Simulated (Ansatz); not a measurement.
## Electronic structure of NbAs (slab) in real space

Input file:

```
crystal:
  lattice:
    - [3.4393064271, 0.0, 0.0]
    - [0.0, 3.4393064271, 0.0]
    - [0.0, 0.0, 24.6395033827]
  atoms:
    - { symbol: As, position: [0.0, 0.0, 0.3043892518] }
    - { symbol: Nb, position: [0.5, 0.5, 0.3427298031] }
    - { symbol: As, position: [0.5, 0.0, 0.4220162335] }
    - { symbol: Nb, position: [0.0, 0.5, 0.4603567848] }
    - { symbol: As, position: [0.5, 0.5, 0.5396432152] }
    - { symbol: Nb, position: [0.0, 0.0, 0.5779837665] }
    - { symbol: As, position: [0.0, 0.5, 0.6572701969] }
    - { symbol: Nb, position: [0.5, 0.0, 0.6956107482] }
basis:
  ecutwfc: 420
kpoints:
  mp_grid: { grid: [10, 10, 1] }
hamiltonian:
  xc: pbesol
scf:
  occupations: { method: gaussian, width: 0.1 }
output:
  forces: true
  stress: true
  eigenvalues: true
  write_density: true
  write_potential: true
  elf: true
  volumetric_format: npy
efield:
  axis: 3
  dipole_correction: true
  ramp_width: 0.04
```

Command:

```sh
ansatz run input.yaml --threads 1 --pin off --max-ram 2560MiB --backend cpu --events-out ev --progress --plain --runs-dir out
```

Not relaxed (largest force 1.0 eV/Å).

Method: Ansatz 0.2.0, DFT PBEsol, scalar-relativistic, plane waves, PAW.

Core electrons are frozen (PAW), and the valence fields are smoothed inside the atomic spheres.

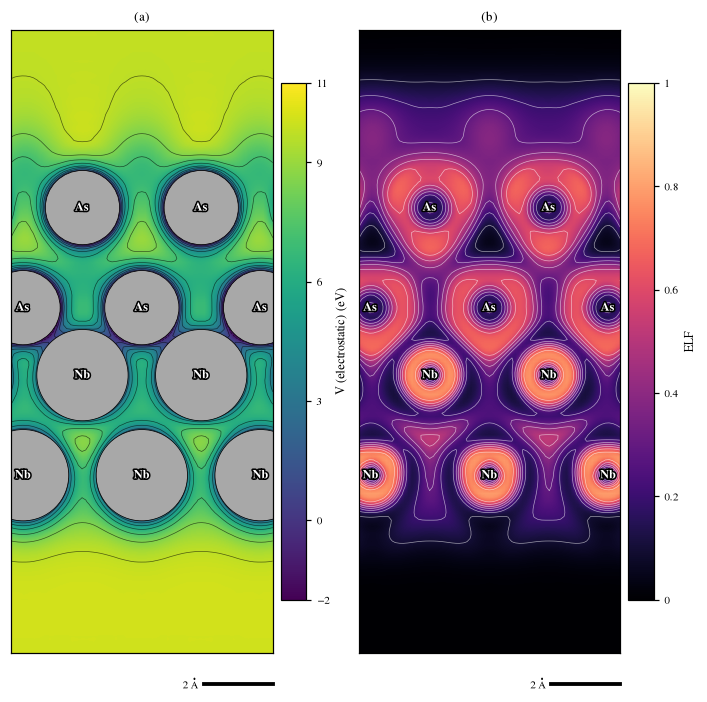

Figure 1. (a) electrostatic potential energy of an electron; (b) electron localisation function on the (010) plane of the calculation cell, a cut from vacuum to vacuum. Grey discs cover the atomic cores in the potential map.

> Interpret the plot.

The section cuts through Nb and As sites. Nb–As (2.60 Å): the ELF is about 0.35 at the midpoint. The features right at Nb lie inside the PAW spheres, where the map follows smoothed inner orbitals and isn't to be read closely. Outside the cores the potential energy rises away from the atoms and is highest in the vacuum; its zero is arbitrary.

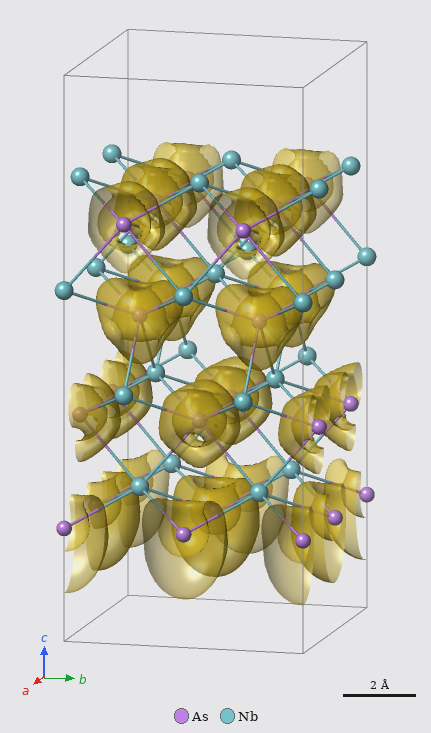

Figure 2. Isosurface of the electron localisation function at 0.6 (yellow), seen slightly off an axis. Core shells and regions of very low density are left out. Sticks mark near contacts.

> Where are the electrons localised?

At this value the surface marks out four regions wrapped around As (the valence shell of each), counted in one cell of 8 atoms. Counts are for one cell; the picture repeats the cell along the surface.

> Does the calculation make it a metal, or give it a gap?

It is metallic or semimetallic at this level of theory: no gap opens.
